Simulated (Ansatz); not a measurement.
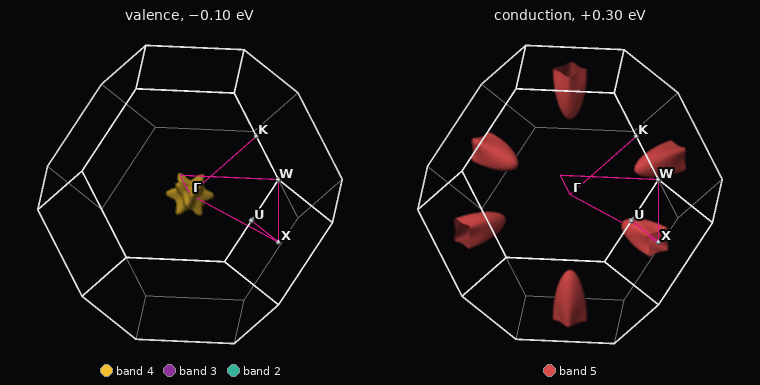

BP (F-43m): constant-energy surfaces at both band edges (energies from each edge).

These are results of DFT PBEsol, scalar-relativistic, plane waves, PAW; levels and slopes on a dense k mesh at the converged density (Ansatz), not measurements. No spin polarisation. k mesh for the levels: 34×34×34. Unrelaxed database geometry.

Masses come from a second pass at points close to the extrema; at the energies drawn a band may no longer be parabolic.

**What kind of gap has this crystal, and what size does the calculation give?**

The gap is indirect, 1.13 eV at this level of theory, which underestimates gaps and can reorder valleys that lie close.

**Give the valleys and their effective masses.**

Valence band (extrema up to 0.10 eV from the edge): one maximum at Γ, three bands meeting there, with masses of 0.25 and 0.34 mₑ among them, each the same along x, y and z. Band 4 forms the valence edge; band 3 meets it there and band 2 meets it there.
Conduction band (extrema up to 0.30 eV from the edge): six equivalent minima on the Γ–X line, principal masses 0.22, 0.22 and 1.26 mₑ. Band 5 forms the conduction edge. The surfaces also take in X, where this band lies 0.10 eV above its edge, so they needn't be separate pockets.

Where one band's surface lies inside another's, the outer one hides all or part of it.

Spin-orbit coupling, left out here, can split bands that meet at an edge and change their masses.
